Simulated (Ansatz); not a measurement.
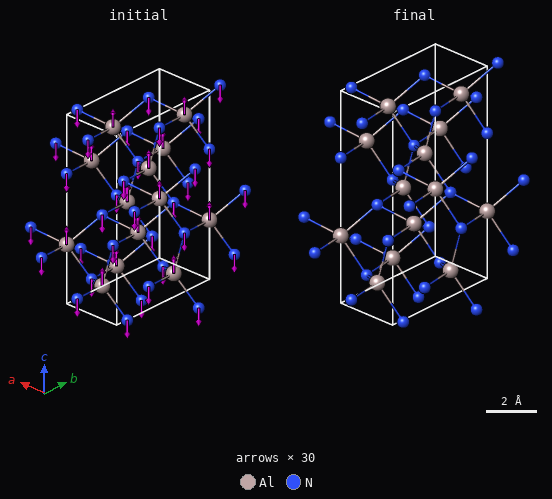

The structure of solid AlN (a generated structure, set up in Fdd2) (coarse preliminary run) before (left) and after (right) a relaxation, at one scale. The purple arrows give the displacements (the part carried along by the change of the cell is left out), 30 times their true length.

Style: ball-and-stick. Shown: the conventional cell (4 times the calculation's cell), from a free direction. Lengths and directions refer to the drawn axes.

Method: DFT PBE, scalar-relativistic, plane waves, PAW (Ansatz 0.2.0). Set-up: plane-wave cutoff 420 eV; k-point mesh 8 × 8 × 8; occupations gaussian; smearing width 0.1 eV; no spin polarisation; cell and atoms relaxed; force threshold 0.04 eV/Å; at most 70 steps.

Question: Describe what moved and what it gained.

Answer: The energy falls by 1.360 eV per cell of the calculation in 7 accepted moves (9 points after the start). The largest force component goes from 1.9 to 0.0005 eV/Å. Pressure: 57.82 GPa at the start and 0.00 GPa at the end. At 2 points the geometry stayed and the basis and grid were re-selected for the new cell (energy shift of 59.0 meV per cell of the calculation at most each time). The largest moves relative to the cell, 0.029 Å, are those of Al and N atoms. By element the largest moves are N 0.029 Å, Al 0.029 Å. The volume changes by +18.6 %, with a 2.766 → 2.868 Å (+3.7 %), b 5.529 → 5.635 Å (+1.9 %), c 8.632 → 9.688 Å (+12.2 %). Some distances before and after: Al–N 1.762 → 1.925 Å, Al–N 1.878 → 1.948 Å. Bond angles that change, for instance: N–Al–N 103.4° → 96.3°, Al–N–Al 103.4° → 96.3°, N–Al–N 93.6° → 96.6°. The space group stays Fdd2 (No. 43).
